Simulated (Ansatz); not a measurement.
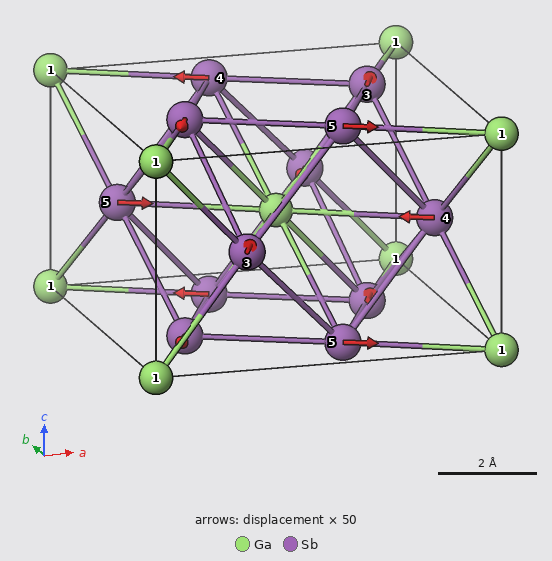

A relaxation of solid GaSb4 (a generated structure, set up in I4/m). The starting structure is drawn; red arrows show the displacements (the part carried along by the change of the cell is left out), magnified 50 times.

Style: ball-and-stick. Shown: the conventional cell (2 times the calculation's cell), slightly off an axis. Lengths and directions refer to the drawn axes.

These are results of DFT PBE, scalar-relativistic, plane waves, PAW in Ansatz, not measurements. Set-up: plane-wave cutoff 420 eV; k-point mesh 10 × 10 × 10; occupations gaussian; smearing width 0.1 eV; no spin polarisation; cell and atoms relaxed; force threshold 0.01 eV/Å; at most 80 steps.

### Atoms of which element are displaced furthest, and by how much?

Antimony: up to 0.015 Å, against 0.000 Å for gallium.

### What happened in the run?

The largest moves relative to the cell, 0.015 Å, are those of Sb atoms. Ga stays in place. Cell: a = b 7.383 → 8.268 Å (+12.0 %), c 4.584 → 3.816 Å (−16.7 %). Volume +4.4 %. Among the contacts that change: Sb–Sb 3.387 → 3.794 Å, Sb–Sb 3.266 → 3.672 Å, Ga–Sb 3.295 → 3.675 Å, Sb–Sb 3.222 → 3.156 Å. Bond angles that change, for instance: Sb–Sb–Sb 87.5° → 70.8°, Sb–Sb–Sb 90.9° → 107.4°, Sb–Sb–Sb 90.7° → 74.4°. The space group stays I4/m (No. 87). After 16 accepted moves (21 points after the start) the energy has fallen by 59.6 meV per atom. Largest force component: 0.15 eV/Å at the start, 0.00095 eV/Å at the end. The pressure goes from 3.40 to −0.02 GPa. The line search rejected the trial steps at points 8, 11, 14 of the run. The SCF was repeated twice at an unchanged geometry on a basis and grid sized afresh for the cell, which shifted the energy by 2.2 meV per atom at most.
